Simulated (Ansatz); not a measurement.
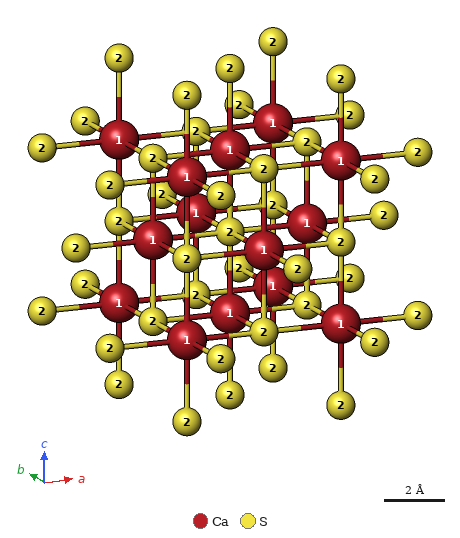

The starting point is a symmetric starting cell of CaS. Style: ball-and-stick. Shown: the conventional cell (4 times the calculation's cell), slightly off an axis. Lengths and directions refer to the drawn axes.

These are results of DFT r2SCAN, scalar-relativistic, plane waves, PAW (Ansatz 0.2.0), not measurements. Settings: plane-wave cutoff 500 eV; k-point mesh 8 × 8 × 8; occupations gaussian; smearing width 0.02 eV; no spin polarisation.

Now this is done to it. All lengths are scaled by −2.0 % (volume −5.8 %), the atoms keeping their fractional coordinates. No relaxation follows. The starting cell wasn't computed here and needn't be at equilibrium, so pressure and forces aren't due to the change alone.

Input file:
```yaml
crystal:
  lattice:
    - [0.0, 2.78656645, 2.78656645]
    - [2.78656645, 0.0, 2.78656645]
    - [2.78656645, 2.78656645, 0.0]
  atoms:
    - { symbol: Ca, position: [0.0, 0.0, 0.0] }
    - { symbol: S, position: [0.5, 0.5, 0.5] }
basis:
  ecutwfc: 500
kpoints:
  mp_grid: { grid: [8, 8, 8] }
hamiltonian:
  xc: r2scan
scf:
  occupations: { method: gaussian, width: 0.02 }
output:
  forces: true
  stress: true
  eigenvalues: true
```

Run as
```bash
ansatz run input.yaml --threads 1 --pin off --max-ram 1331MiB --backend cpu --events-out ev --progress --plain --runs-dir out
```

What does the calculation give for the changed structure?

Answer. Among the bonded contacts that change: Ca–S 2.843 → 2.787 Å. The space group stays Fm-3m (No. 225). The pressure is 4.6 GPa (not all of it need come from the change, since the unchanged cell can be under pressure at this level too). All forces vanish by symmetry.

The changed structure in the same view:

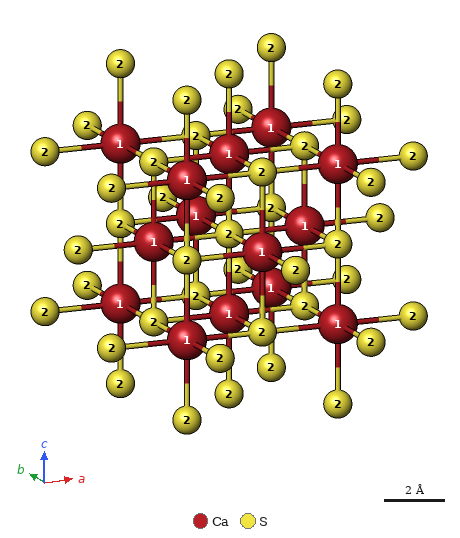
